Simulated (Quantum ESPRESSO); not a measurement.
## How biaxial strain moves the moments of MnO (Manganosite)

Aim: follow moments and order energies of MnO (Manganosite) with biaxial strain.

Calculated with Quantum ESPRESSO 7.5; PBE with U = 4 eV on Mn d (ortho-atomic projectors); plane waves with GBRV 1.5 PBE potentials, no spin-orbit coupling.

## 1. Set-up

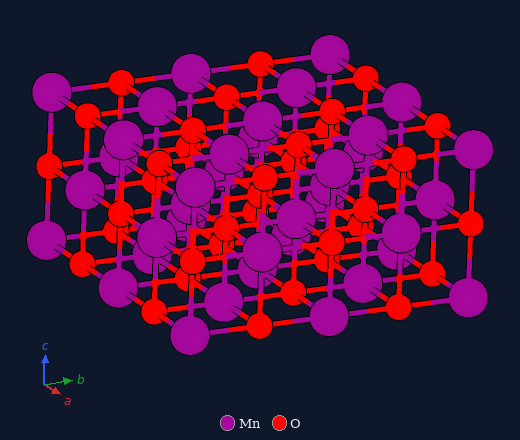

The cell as given, slightly off an axis (manganese purple, oxygen red). 2×2×1 cells are drawn. This picture shows the conventional cell, with its axes. Some periodic images of atoms are drawn too.

The cell comes from the Crystallography Open Database.

## 2. Biaxial 0.96, ferro +

Lengths in the Cartesian xy plane scale by the factor; z is kept. Atoms keep their fractional places. Seeded atoms are those given a starting moment.

Input file pw.in:

```
&CONTROL
  calculation = 'scf'
  prefix = 'pwscf'
  outdir = './tmp'
  pseudo_dir = './pseudo'
  disk_io = 'nowf'
  tprnfor = .true.
  tstress = .true.
/
&SYSTEM
  ibrav = 0
  nat = 2
  ntyp = 2
  ecutwfc = 40
  ecutrho = 280
  nbnd = 19
  occupations = 'smearing'
  smearing = 'fd'
  degauss = 0.00367493
  nspin = 2
  starting_magnetization(1) = 0.3
  starting_magnetization(2) = 0
/
&ELECTRONS
  conv_thr = 4d-09
  electron_maxstep = 150
  mixing_beta = 0.3
/
ATOMIC_SPECIES
Mn     54.9380 mn_pbe_v1.5.uspp.F.UPF
O      15.9990 o_pbe_v1.2.uspp.F.UPF
CELL_PARAMETERS angstrom
   0.0000000000    2.1340800000    2.2230000000
   2.1340800000    0.0000000000    2.2230000000
   2.1340800000    2.1340800000    0.0000000000
ATOMIC_POSITIONS crystal
Mn      0.0000000000    0.0000000000    0.0000000000
O       0.5000000000    0.5000000000    0.5000000000
K_POINTS automatic
8 8 8 0 0 0
HUBBARD {ortho-atomic}
U Mn-3d 4.0000
```

Started as:

```console
$ OMP_NUM_THREADS=1 mpirun -n 2 pw.x -nk 2 -in pw.in > pw.out
```

The program printed:

```text
Program PWSCF v.7.5 starts

     Message from routine setup:
     using ibrav=0 with symmetry is DISCOURAGED, use correct ibrav instead

     K-points division:     npool     =       2
     Subspace diagonalization in iterative solution of the eigenvalue problem:

     bravais-lattice index     =            0
     lattice parameter (alat)  =       5.8233  a.u.
     unit-cell volume          =     136.6430 (a.u.)^3
     number of atoms/cell      =            2
     number of atomic types    =            2
     number of electrons       =        21.00
     number of Kohn-Sham states=           19
     kinetic-energy cutoff     =      40.0000  Ry
     charge density cutoff     =     280.0000  Ry
     scf convergence threshold =      4.0E-09
     mixing beta               =       0.3000
     number of iterations used =            8  plain     mixing
     Exchange-correlation= SLA  PW   PBE  PBE
                           (   1   4   3   4   0   0   0)
     Hubbard projectors: ortho-atomic
     Hubbard parameters of DFT+U (Dudarev formulation) in eV:
     U(Mn-3d) =  4.0000

     Internal variables: lda_plus_u =T, lda_plus_u_kind = 0

     Internal variables: orbital_resolved =F, hub_pot_fix =F, apply_U = F

     celldm(1)=   5.823309  celldm(2)=   0.000000  celldm(3)=   0.000000
     celldm(4)=   0.000000  celldm(5)=   0.000000  celldm(6)=   0.000000

     crystal axes: (cart. coord. in units of alat)
               a(1) = (   0.000000   0.692532   0.721387 )
               a(2) = (   0.692532   0.000000   0.721387 )
               a(3) = (   0.692532   0.692532   0.000000 )

     reciprocal axes: (cart. coord. in units 2 pi/alat)
               b(1) = ( -0.721988  0.721988  0.693109 )
               b(2) = (  0.721988 -0.721988  0.693109 )
               b(3) = (  0.721988  0.721988 -0.693109 )

     PseudoPot. # 1 for Mn read from file:
     mn_pbe_v1.5.uspp.F.UPF
     Pseudo is Ultrasoft + core correction, Zval = 15.0

     PseudoPot. # 2 for O  read from file:
     o_pbe_v1.2.uspp.F.UPF
     Pseudo is Ultrasoft + core correction, Zval =  6.0

     atomic species   valence    mass     pseudopotential
     Mn               15.00    54.93800     Mn( 1.00)
     O                 6.00    15.99900     O ( 1.00)

     Starting magnetic structure
     atomic species   magnetization
     Mn              0.300
     O               0.000

     16 Sym. Ops., with inversion, found

   Cartesian axes

     site n.     atom                  positions (alat units)
         1        Mn     tau(   1) = (   0.0000000   0.0000000   0.0000000  )
         2        O      tau(   2) = (   0.6925318   0.6925318   0.7213873  )

     number of k points=    59  Fermi-Dirac smearing, width (Ry)=  0.0037
                       cart. coord. in units 2pi/alat
        k(    1) = (   0.0000000   0.0000000   0.0000000), wk =   0.0019531
        k(    2) = (   0.0902486   0.0902486  -0.0866386), wk =   0.0156250
        k(    3) = (   0.1804971   0.1804971  -0.1732772), wk =   0.0156250
        k(    4) = (   0.2707457   0.2707457  -0.2599159), wk =   0.0156250
        k(    5) = (  -0.3609942  -0.3609942   0.3465545), wk =   0.0078125
        [... 54 further k-points ...]

     Dense  grid:    10843 G-vectors     FFT dimensions: (  32,  32,  32)

     Smooth grid:     4677 G-vectors     FFT dimensions: (  24,  24,  24)

     Check: negative core charge=   -0.000056
     Generating pointlists ...
     new r_m :   0.2857 (alat units)  1.6635 (a.u.) for type    1
     new r_m :   0.2857 (alat units)  1.6635 (a.u.) for type    2

     Initial potential from superposition of free atoms

     starting charge      20.4999, renormalised to      21.0000

     STARTING HUBBARD OCCUPATIONS:

     =================== HUBBARD OCCUPATIONS ===================
     ------------------------ ATOM    1 ------------------------
     Tr[ns(  1)] (up, down, total) =   5.00000  0.00000  5.00000
     Atomic magnetic moment for atom   1 =   5.00000
     [... lines left out ...]
     Number of occupied Hubbard levels =    5.0000

     Atomic wfc used for Hubbard projectors are orthogonalized

     Starting wfcs are   17 randomized atomic wfcs +    2 random wfcs

     Self-consistent Calculation

     iteration #  1     ecut=    40.00 Ry     beta= 0.30
     Davidson diagonalization with overlap
     ethr =  1.00E-02,  avg # of iterations =  4.9

     =================== HUBBARD OCCUPATIONS ===================
     ------------------------ ATOM    1 ------------------------
     Tr[ns(  1)] (up, down, total) =   4.87695  0.15018  5.02713
     Atomic magnetic moment for atom   1 =   4.72677
     [... lines left out ...]
     Number of occupied Hubbard levels =    5.0271

     total energy              =    -243.36347878 Ry
     estimated scf accuracy    <       0.56549259 Ry

     total magnetization       =     5.00 Bohr mag/cell
     absolute magnetization    =     5.00 Bohr mag/cell

     iteration #  2     ecut=    40.00 Ry     beta= 0.30
     Davidson diagonalization with overlap
     ethr =  2.69E-03,  avg # of iterations =  1.5

     total energy              =    -243.47034552 Ry
     estimated scf accuracy    <       0.02585619 Ry

     total magnetization       =     5.00 Bohr mag/cell
     absolute magnetization    =     5.00 Bohr mag/cell

     [... further iterations left out ...]

     iteration # 10     ecut=    40.00 Ry     beta= 0.30
     Davidson diagonalization with overlap
     ethr =  1.18E-10,  avg # of iterations =  2.0

     negative rho (up, down):  0.000E+00 5.518E-04

     total energy              =    -243.47811670 Ry
     estimated scf accuracy    <       0.00000002 Ry

     total magnetization       =     5.00 Bohr mag/cell
     absolute magnetization    =     5.00 Bohr mag/cell

     iteration # 11     ecut=    40.00 Ry     beta= 0.30
     Davidson diagonalization with overlap
     ethr =  8.46E-11,  avg # of iterations =  2.0

     negative rho (up, down):  0.000E+00 5.517E-04

     Magnetic moment per site  (integrated on atomic sphere of radius R)
     atom   1 (R=0.286)  charge= 12.4504  magn=  4.1955
     atom   2 (R=0.286)  charge=  5.8626  magn=  0.2099

     End of self-consistent calculation

     =================== HUBBARD OCCUPATIONS ===================
     ------------------------ ATOM    1 ------------------------
     Tr[ns(  1)] (up, down, total) =   4.96701  0.27784  5.24485
     Atomic magnetic moment for atom   1 =   4.68916
     [... lines left out ...]
     Number of occupied Hubbard levels =    5.2448

     Number of k-points >= 100: set verbosity='high' to print the bands.

     the Fermi energy is    14.8086 ev

!    total energy              =    -243.47811674 Ry
     estimated scf accuracy    <          8.6E-11 Ry
     smearing contrib. (-TS)   =      -0.00002035 Ry
     internal energy E=F+TS    =    -243.47809639 Ry

     The total energy is F=E-TS. E is the sum of the following terms:
     one-electron contribution =    -102.46433221 Ry
     hartree contribution      =      63.53185589 Ry
     xc contribution           =     -34.31124315 Ry
     ewald contribution        =    -170.27696523 Ry
     Hubbard energy            =       0.04258830 Ry

     total magnetization       =     5.00 Bohr mag/cell
     absolute magnetization    =     5.00 Bohr mag/cell

     convergence has been achieved in  11 iterations

     negative rho (up, down):  0.000E+00 5.517E-04

     Forces acting on atoms (cartesian axes, Ry/au):

     atom    1 type  1   force =     0.00000000    0.00000000    0.00000000
     atom    2 type  2   force =     0.00000000    0.00000000   -0.00000000

     Total force =     0.000000     Total SCF correction =     0.000000

     Computing stress (Cartesian axis) and pressure

     negative rho (up, down):  0.000E+00 5.517E-04
          total   stress  (Ry/bohr**3)                   (kbar)     P=      280.92
   0.00212058   0.00000000   0.00000000          311.95        0.00        0.00
   0.00000000   0.00212058  -0.00000000            0.00      311.95       -0.00
   0.00000000  -0.00000000   0.00148784            0.00       -0.00      218.87

=------------------------------------------------------------------------------=
   JOB DONE.
=------------------------------------------------------------------------------=
```

It took 15 s on 2 MPI ranks of Arm Neoverse V1, shared host; peak memory 0.17 GiB; 30 s of CPU time.

Spin moment in the atom's sphere by atom:

```csv
atom,spin moment in the atom's sphere (μB)
Mn1,4.20
O2,0.21
```

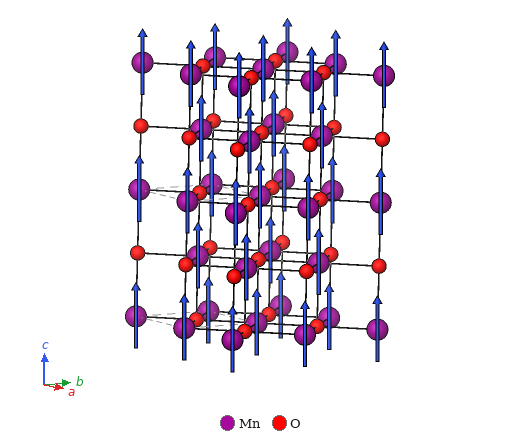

Spin moment in the atom's sphere as arrows, the longest 4.20 μB. Up and down stand for the sign. Arrows give size and sign along the axis of quantisation, drawn up and down the page. 2×2×2 conventional cells are drawn. Some periodic images of atoms are drawn too.

Read from the output:

```
smearing term TS       : 2.77e-4 eV
pressure               : 28.09 GPa
magnetization          : 5 μB
absolute magnetization : 5 μB
final state            : ferromagnetic
```

## 3. Biaxial 0.96, antiferro q=(0,1/2,1/2) +-

The wavevector q is in fractions of the reciprocal vectors of the crystal's primitive cell, as the cells of these inputs are built from it; moments change sign between cells as cos(2π q·R).

Input file pw.in:

```
&CONTROL
  calculation = 'scf'
  prefix = 'pwscf'
  outdir = './tmp'
  pseudo_dir = './pseudo'
  disk_io = 'nowf'
  tprnfor = .true.
  tstress = .true.
/
&SYSTEM
  ibrav = 0
  nat = 4
  ntyp = 3
  ecutwfc = 40
  ecutrho = 280
  nbnd = 30
  occupations = 'smearing'
  smearing = 'fd'
  degauss = 0.00367493
  nspin = 2
  starting_magnetization(1) = 0.3
  starting_magnetization(2) = -0.3
  starting_magnetization(3) = 0
/
&ELECTRONS
  conv_thr = 8d-09
  electron_maxstep = 150
  mixing_beta = 0.3
/
ATOMIC_SPECIES
Mn1    54.9380 mn_pbe_v1.5.uspp.F.UPF
Mn2    54.9380 mn_pbe_v1.5.uspp.F.UPF
O      15.9990 o_pbe_v1.2.uspp.F.UPF
CELL_PARAMETERS angstrom
   0.0000000000    2.1340800000    2.2230000000
   4.2681600000    0.0000000000    4.4460000000
   4.2681600000    2.1340800000    2.2230000000
ATOMIC_POSITIONS crystal
Mn1     0.0000000000    0.0000000000    0.0000000000
Mn2     0.0000000000    0.5000000000    0.0000000000
O       0.5000000000    0.0000000000    0.5000000000
O       0.5000000000    0.5000000000    0.5000000000
K_POINTS automatic
8 4 8 0 0 0
HUBBARD {ortho-atomic}
U Mn1-3d 4.0000
U Mn2-3d 4.0000
```

The program printed:

```text
     [... lines left out ...]
Program PWSCF v.7.5 starts
     [... lines left out ...]
     number of atoms/cell      =            4
     [... lines left out ...]
     number of electrons       =        42.00
     number of Kohn-Sham states=           30
     kinetic-energy cutoff     =      40.0000  Ry
     charge density cutoff     =     280.0000  Ry
     scf convergence threshold =      8.0E-09
     [... lines left out ...]
      8 Sym. Ops., with inversion, found
     [... lines left out ...]
     number of k points=    55  Fermi-Dirac smearing, width (Ry)=  0.0037
     [... lines left out ...]
     iteration # 12     ecut=    40.00 Ry     beta= 0.30
     [... lines left out ...]
     Magnetic moment per site  (integrated on atomic sphere of radius R)
     atom   1 (R=0.286)  charge= 12.4404  magn=  4.1774
     atom   2 (R=0.286)  charge= 12.4404  magn= -4.1774
     atom   3 (R=0.286)  charge=  5.8624  magn= -0.0666
     atom   4 (R=0.286)  charge=  5.8624  magn=  0.0666
     [... lines left out ...]
     Tr[ns(  1)] (up, down, total) =   4.95576  0.28647  5.24223
     [... lines left out ...]
     Tr[ns(  2)] (up, down, total) =   0.28647  4.95576  5.24223
     [... lines left out ...]
     the Fermi energy is    15.0841 ev
!    total energy              =    -486.96823656 Ry
     estimated scf accuracy    <          3.4E-10 Ry
     smearing contrib. (-TS)   =      -0.00000102 Ry
     [... lines left out ...]
     total magnetization       =    -0.00 Bohr mag/cell
     absolute magnetization    =     9.60 Bohr mag/cell
     convergence has been achieved in  12 iterations
     [... lines left out ...]
     Total force =     0.000000     Total SCF correction =     0.000000
     [... lines left out ...]
          total   stress  (Ry/bohr**3)                   (kbar)     P=      256.18
     [... lines left out ...]
```

Wall time 78 s (2 MPI ranks); peak memory 0.28 GiB; 2.6 min of CPU time.

Spin moment in the atom's sphere by atom:

```csv
atom,spin moment in the atom's sphere (μB)
Mn1,4.18
Mn2,-4.18
O3,-0.07
O4,0.07
```

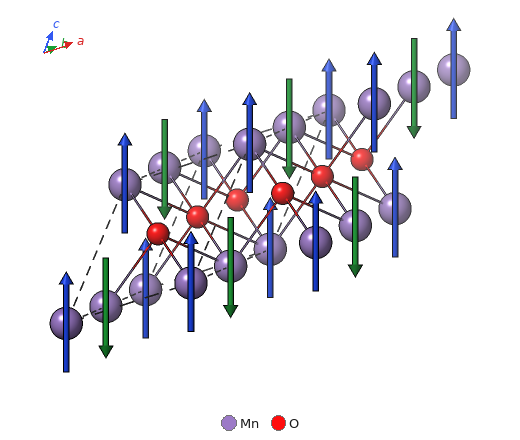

Spin moment in the atom's sphere as arrows, the longest 4.18 μB. Up and down stand for the sign. Arrows give size and sign along the axis of quantisation, drawn up and down the page. The two directions have two colours. Bonds to atoms that aren't drawn are left out. 2×1×1 cells are drawn. Some periodic images of atoms are drawn too.

Read from the output:

| Quantity | Value |
| --- | --- |
| smearing term TS | 1.39e-5 eV |
| pressure | 25.62 GPa |
| magnetization | 0 μB |
| absolute magnetization | 9.602 μB |
| final state | antiferromagnetic |

## 4. Biaxial 0.96, no spin polarisation

Input file pw.in:

```
&CONTROL
  calculation = 'scf'
  prefix = 'pwscf'
  outdir = './tmp'
  pseudo_dir = './pseudo'
  disk_io = 'nowf'
  tprnfor = .true.
  tstress = .true.
/
&SYSTEM
  ibrav = 0
  nat = 2
  ntyp = 2
  ecutwfc = 40
  ecutrho = 280
  nbnd = 17
  occupations = 'smearing'
  smearing = 'fd'
  degauss = 0.00367493
/
&ELECTRONS
  conv_thr = 4d-09
  electron_maxstep = 150
  mixing_beta = 0.3
/
ATOMIC_SPECIES
Mn     54.9380 mn_pbe_v1.5.uspp.F.UPF
O      15.9990 o_pbe_v1.2.uspp.F.UPF
CELL_PARAMETERS angstrom
   0.0000000000    2.1340800000    2.2230000000
   2.1340800000    0.0000000000    2.2230000000
   2.1340800000    2.1340800000    0.0000000000
ATOMIC_POSITIONS crystal
Mn      0.0000000000    0.0000000000    0.0000000000
O       0.5000000000    0.5000000000    0.5000000000
K_POINTS automatic
8 8 8 0 0 0
HUBBARD {ortho-atomic}
U Mn-3d 4.0000
```

The program printed:

```text
     [... lines left out ...]
Program PWSCF v.7.5 starts
     [... lines left out ...]
     number of atoms/cell      =            2
     [... lines left out ...]
     number of electrons       =        21.00
     number of Kohn-Sham states=           17
     kinetic-energy cutoff     =      40.0000  Ry
     charge density cutoff     =     280.0000  Ry
     scf convergence threshold =      4.0E-09
     [... lines left out ...]
     16 Sym. Ops., with inversion, found
     [... lines left out ...]
     number of k points=    59  Fermi-Dirac smearing, width (Ry)=  0.0037
     [... lines left out ...]
     iteration # 14     ecut=    40.00 Ry     beta= 0.30
     [... lines left out ...]
     Tr[ns(  1)] =   5.53338
     [... lines left out ...]
     the Fermi energy is    13.5812 ev
!    total energy              =    -243.20998508 Ry
     estimated scf accuracy    <          8.2E-11 Ry
     smearing contrib. (-TS)   =      -0.00100118 Ry
     [... lines left out ...]
     convergence has been achieved in  14 iterations
     [... lines left out ...]
     Total force =     0.000000     Total SCF correction =     0.000000
     [... lines left out ...]
          total   stress  (Ry/bohr**3)                   (kbar)     P=     -173.25
     [... lines left out ...]
```

It took 8.3 s on 2 MPI ranks; peak memory 0.15 GiB.

This step gave:

| Item | Value |
| --- | --- |
| smearing term TS | 0.01362 eV |
| pressure | -17.33 GPa |
| final state | non-magnetic (no spin polarisation) |

(Continued in part 2 of 2.)

[Logs and program files are shortened in this print: banners, set-up blocks, solver, clock and traceback lines can be left out without a mark of their own.]

[Logs are printed without paths, hosts, clocks, repeated set-up lines and the standing remarks that a program may print on its own settings, such as how far it seeks lower states.]

[Hosts, paths, dates, database ids (printed as entryN), source tags and the programs' standing remarks are cut or masked in the printed files.]

[Where a cell is said to come from a database of computed structures, the database is the Materials Project.]
